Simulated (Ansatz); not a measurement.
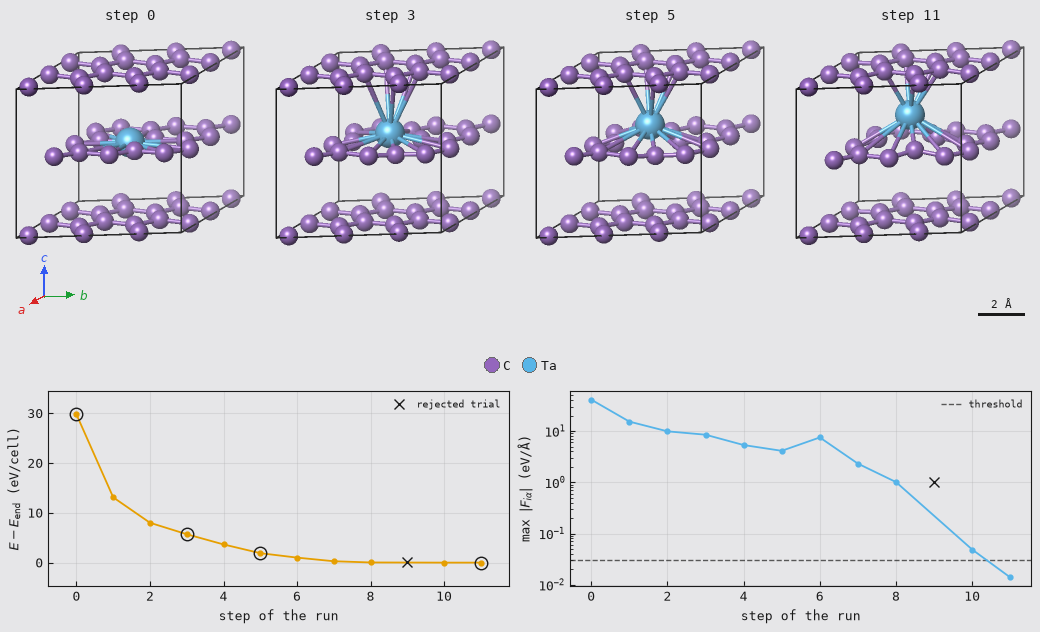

Frames of a relaxation of a defect cell of composition TaC35 (cell charge +1), marked on the history of the run. The picture is a ball-and-stick view of the cell of the calculation (origin shifted), seen slightly off an axis.

Computed with DFT, PBE, plane-wave PAW, default files, scalar-relativistic (Ansatz 0.2.0). Settings: plane-wave cutoff 420 eV; k-point mesh 3 × 3 × 3; occupations fermi dirac; smearing width 0.01 eV; no spin polarisation; atoms relaxed in a fixed cell; force threshold 0.03 eV/Å; at most 40 steps.

**What happens along the run?**

The atom that moves furthest is the Ta atom (1.27 Å along +c). By element the largest moves are Ta 1.27 Å, C 0.24 Å. The lattice vectors keep their values. Some distances before and after: C–Ta 3.682 → 2.630 Å, C–Ta 3.651 → 2.619 Å, C–Ta 1.426 → 1.971 Å, C–Ta 2.470 → 2.868 Å. New bonds form: C–Ta (3.65 → 2.62 Å), C–Ta (3.68 → 2.63 Å). Among the angles between lasting bonds that change: C–C–Ta 150.0° → 141.1°, C–C–C 119.9° → 124.7°, Ta–C–C 119.9° → 115.2°. After 10 accepted moves (11 points after the start) the energy has fallen by 29.766 eV per cell of the calculation. The largest force component goes from 41 to 0.014 eV/Å. The line search rejected the trial step at point 9 of the run. The run took 4.2 min on 1 thread of Intel(R) Xeon(R) Platinum 8259CL CPU @ 2.50GHz (Skylake/Cascade Lake) (shared host), peak memory 0.78 GiB. From step 0 to 3: the Ta atom moves most (0.42 Å), energy −24.061 eV per cell of the calculation. From step 3 to 5: the Ta atom moves most (0.39 Å), energy −3.806 eV per cell of the calculation. From step 5 to 11: the Ta atom moves most (0.46 Å), energy −1.899 eV per cell of the calculation.

| step | E − E(0), meV/atom | largest force component, eV/Å | note |
| --- | --- | --- | --- |
| 0 | 0.00 | 41.1062 |  |
| 1 | -462.68 | 15.3183 |  |
| 2 | -604.44 | 9.8879 |  |
| 3 | -668.37 | 8.4969 |  |
| 4 | -725.23 | 5.3396 |  |
| 5 | -774.08 | 4.1176 |  |
| 6 | -798.90 | 7.5116 |  |
| 7 | -819.09 | 2.3139 |  |
| 8 | -825.94 | 1.0104 |  |
| 9 | -822.65 | 1.0349 | rejected |
| 10 | -826.82 | 0.0486 |  |
| 11 | -826.83 | 0.0139 |  |

Limits of the set-up: the periodic images lie only 6.8 Å apart, so the values are limited by the cell's size; the cell is charged, on a uniform background, and energies carry no finite-size correction.
